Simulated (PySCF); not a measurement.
**C3H2N2 (malononitrile): levels of theory compared**

We compute a comparison of 6 runs (HF/STO-3G, HF/def2-SVPD, PBE/3-21G, r2SCAN/6-31G, CAM-B3LYP/aug-cc-pVDZ, M06-2X/cc-pVTZ) of C3H2N2 (malononitrile). Input form: a Python script.

The calculation is run with PySCF 2.14.0.

## (1) Starting point

C3H2N2: 7 atoms, total charge 0, spin state singlet. SMILES: `N#CCC#N`. The coordinates come from a GFN2-xTB relaxation.

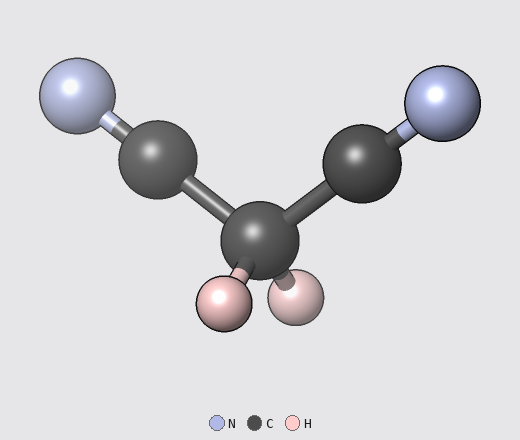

Viewed from a chosen angle; nitrogen light blue, carbon dark grey, hydrogen pink.

## (2) Energy and gradient at HF/STO-3G (run 1)

Contents of input.py:

```python
import pyscf.grad
from pyscf import gto

mol = gto.M(
    atom='''
N     -0.543100    -2.201470     0.601780
C     -0.382360    -1.080850     0.460540
C     -0.174340     0.341150     0.289800
C      0.632360     0.585650    -0.886820
N      1.271200     0.775510    -1.812860
H      0.339450     0.740330     1.171430
H     -1.143210     0.839670     0.176120
''',
    verbose=4,
    spin=0,
    charge=0,
    basis='sto-3g',
    max_memory=1860,
)

myscf = mol.RHF()
myscf.conv_tol = 1e-10
myscf.kernel()
if not myscf.converged:
    myscf = myscf.newton().run(myscf.mo_coeff, myscf.mo_occ)

e_tot = myscf.e_tot
print('E(%s) = %.9f' % ('HF', e_tot))
grad = myscf.Gradients().kernel()
myscf.analyze()
```

Command:

```sh
$ OMP_NUM_THREADS=1 python input.py
```

The program printed:

```text
PySCF version 2.14.0

[... 81 lines left out ...]
One-electron Energy =                 -550.100259111619380
[... 7 lines left out ...]
MO #3   energy= -11.1838012620441  occ= 2
[... 5 lines left out ...]
MO #9   energy= -0.725453222880039 occ= 2
[... 5 lines left out ...]
MO #15  energy= -0.450246957813937 occ= 2
[... 5 lines left out ...]
MO #21  energy= 0.365845748782976  occ= 0
[... 5 lines left out ...]
MO #27  energy= 1.36667053638401   occ= 0
[... 37 lines left out ...]
Dipole moment(X, Y, Z, Debye): -1.16823,  2.28618,  1.94050
```

Wall time 2.8 s (1 thread of Intel Xeon at 2.50GHz (Skylake/Cascade Lake), shared host); peak memory 0.12 GiB.

## (3) Energy and gradient at HF/def2-SVPD (run 2)

Contents of job.py:

```python
from pyscf import gto, scf

system = gto.M(
    atom='''
N   -0.543100  -2.201470   0.601780
C   -0.382360  -1.080850   0.460540
C   -0.174340   0.341150   0.289800
C    0.632360   0.585650  -0.886820
N    1.271200   0.775510  -1.812860
H    0.339450   0.740330   1.171430
H   -1.143210   0.839670   0.176120
''',
    max_memory=1860,
    basis='def2-svpd',
    verbose=4,
    spin=0,
)

mf = scf.RHF(system)
mf.conv_tol = 1e-10
mf.kernel()
if not mf.converged:
    mf = mf.newton().run(mf.mo_coeff, mf.mo_occ)

e_tot = mf.e_tot
print('Final energy', e_tot)
grad = mf.nuc_grad_method().kernel()
dip = mf.dip_moment()
pop, q = mf.mulliken_pop()
```

Command:

```sh
$ OMP_NUM_THREADS=1 python job.py
```

The program printed:

```text
PySCF version 2.14.0

[... 63 lines left out ...]
converged SCF energy = -223.472235312586
Final energy -223.47223531258584
[... 13 lines left out ...]
Dipole moment(X, Y, Z, Debye): -1.54542,  3.02542,  2.56751
[... 124 lines left out ...]
charge of    6H =      0.17668
```

It took 28 s on 1 thread of Intel Xeon at 2.50GHz (Skylake/Cascade Lake), shared host; peak memory 0.29 GiB.

Runs 3 to 5 aren't shown in full; the table further down has their settings and results.

## (4) Energy and forces at M06-2X/cc-pVTZ (run 6)

Contents of input.py:

```python
from pyscf import gto, dft

mol = gto.Mole()
mol.atom = '''
N       -0.543100      -2.201470       0.601780
C       -0.382360      -1.080850       0.460540
C       -0.174340       0.341150       0.289800
C        0.632360       0.585650      -0.886820
N        1.271200       0.775510      -1.812860
H        0.339450       0.740330       1.171430
H       -1.143210       0.839670       0.176120
'''
mol.verbose = 4
mol.max_memory = 1860
mol.basis = 'cc-pvtz'
mol.charge = 0
mol.build()

mf = dft.RKS(mol, xc='m06-2x')
mf.grids.level = 5
mf.conv_tol = 1e-10
mf.kernel()
if not mf.converged:
    mf = mf.newton().run(mf.mo_coeff, mf.mo_occ)

e_tot = mf.e_tot
print('E(%s) = %.9f' % ('M06-2X', e_tot))
grad = mf.nuc_grad_method().kernel()
mf.analyze()
```

Command:

```sh
$ OMP_NUM_THREADS=1 python input.py
```

The program printed:

```text
PySCF version 2.14.0

[... 120 lines left out ...]
MO #18  energy= 0.0215008966948521 occ= 0
[... 31 lines left out ...]
MO #50  energy= 0.78367956810154   occ= 0
[... 31 lines left out ...]
MO #82  energy= 2.09869026849693   occ= 0
[... 31 lines left out ...]
MO #114 energy= 3.19084493270972   occ= 0
[... 31 lines left out ...]
MO #146 energy= 4.54617056625253   occ= 0
[... 31 lines left out ...]
MO #178 energy= 15.7308049552978   occ= 0
[... 188 lines left out ...]
Dipole moment(X, Y, Z, Debye): -1.45589,  2.85148,  2.42151
```

It took 4.1 min on 1 thread of Intel Xeon at 2.50GHz (Skylake/Cascade Lake), shared host; peak memory 2.5 GiB.

## (5) Overview of the runs

| run | level | integration grid | energy (Eh) | dipole moment (D) | HOMO energy (eV) | LUMO energy (eV) | wall time |
| --- | --- | --- | --- | --- | --- | --- | --- |
| 1 | HF/STO-3G | – | -220.801350 | 3.22 | -11.65 | 8.25 | 2.8 s |
| 2 | HF/def2-SVPD | – | -223.472235 | 4.26 | -13.35 | 1.87 | 28 s |
| 3 | PBE/3-21G | 5 | -223.465679 | 3.59 | -8.37 | -0.88 | 22 s |
| 4 | r2SCAN/6-31G | 5 | -224.766269 | 3.98 | -9.03 | -0.96 | 36 s |
| 5 | CAM-B3LYP/aug-cc-pVDZ | 5 | -224.889501 | 4.10 | -11.56 | -0.24 | 3.1 min |
| 6 | M06-2X/cc-pVTZ | 5 | -224.973106 | 4.01 | -11.49 | 0.59 | 4.1 min |

## (6) What came out

| quantity | value |
| --- | --- |
| run 6: total energy | -224.97311 Eh |
| run 6: dipole moment | 4.01 D |
| run 6: HOMO energy | -11.49 eV |
| run 6: LUMO energy | 0.59 eV |
| run 6: HOMO–LUMO gap | 12.07 eV |
| run 6: largest force on an atom | 0.537 eV/Å |

**Reading.** The dipole moment (its size) runs from 3.22 D (HF/STO-3G) to 4.26 D (HF/def2-SVPD). The HOMO–LUMO gap runs from 7.49 eV (PBE/3-21G) to 19.90 eV (HF/STO-3G). The two ends differ in method and basis. Totals of different functionals can't be ranked against each other. In run 1 the basis is minimal, so the values are rough. All runs together took 8.7 min, the longest 4.1 min.
